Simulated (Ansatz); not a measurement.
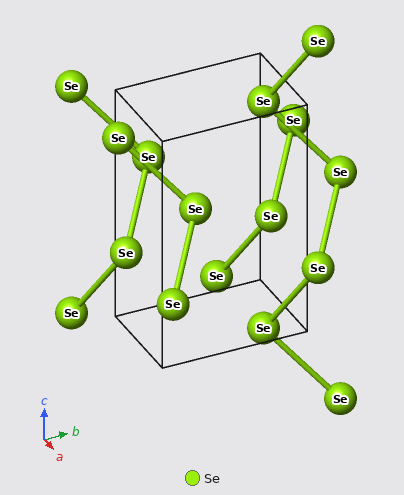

Structure drawing (ball-and-stick), viewed slightly off an axis. The frame is the conventional unit cell; atoms at its boundary are shown with their periodic copies. The first bonded neighbours in the surrounding cells are also shown.

Se, space group P3_121 (No. 152), a = 4.293 Å, b = 4.293 Å, c = 5.041 Å, α = 90.00°, β = 90.00°, γ = 120.00°. The model was built from a structure listed in the Materials Project. Earlier steps of the study may have refined or changed the cell and positions. It went into a calculation with Ansatz.

This one geometry was computed with Ansatz (DFT, plane waves, PAW) at three levels of theory: PBE, r2SCAN and HSE06.

Which level gives the highest pressure at this volume, and what does that say about its equilibrium volume?

Highest: PBE (2.3 GPa), which points to the largest equilibrium volume. Lowest, with the smallest volume: HSE06 (0.1 GPa). Levels within 0.5 GPa of each other can't be told apart.

How does the band gap change with the level of theory?

PBE: a gap of 0.83 eV, indirect; r2SCAN: a gap of 1.06 eV, indirect; HSE06: a gap of 1.56 eV, indirect.

Collect the results in a table.

| level | cutoff (eV) | k-mesh of the run's cell | gap (eV) | pressure (GPa) |
| --- | --- | --- | --- | --- |
| PBE | 420 | 12×12×6 | 0.83 | 2.3 |
| r2SCAN | 500 | 12×12×6 | 1.06 | 0.8 |
| HSE06 | 420 | 6×6×4 | 1.56 | 0.1 |

Gaps are taken on the k-mesh or band path of each run.
